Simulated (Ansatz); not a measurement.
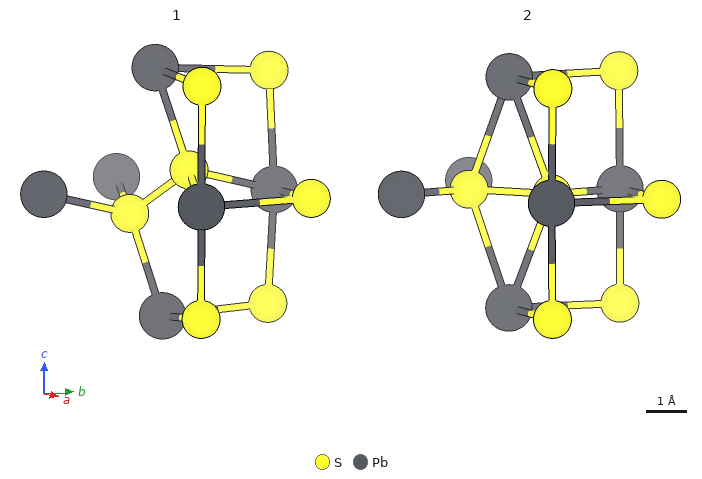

Two geometries of a defect cell of composition S33Pb32, drawn at one scale. One is the start of a relaxation, the other its converged end. The picture is a ball-and-stick view of the atoms within 4.2 Å of the atom that moves most (axes of the cell of the calculation (origin shifted)), seen slightly off an axis.

Theory: Ansatz, DFT, PBEsol, PAW, plane waves. Set-up: plane-wave cutoff 420 eV; k-point mesh 1 × 1 × 1; mesh shifted by (0.25, 0.25, 0.25); no spin polarisation; atoms relaxed in a fixed cell; force threshold 0.03 eV/Å; at most 80 steps.

Question: Which of the two is the end point?

Answer: Structure 1 is the relaxed one. The largest moves, 0.68 Å, are those of S atoms. By element the largest moves are S 0.68 Å, Pb 0.25 Å. The cell stays as it was. Among the contacts that change: Pb–S 3.121 → 3.804 Å, Pb–S 3.180 → 3.817 Å, Pb–S 2.242 → 2.727 Å, Pb–S 3.173 → 2.725 Å. Bond angles that change, for instance: Pb–S–Pb 132.4° → 113.1°, Pb–S–Pb 131.2° → 112.5°, S–S–Pb 114.3° → 105.2°. After 10 geometry steps the energy has fallen by 3.918 eV per cell of the calculation. Largest force component: 5.8 eV/Å at the start, 0.016 eV/Å at the end.
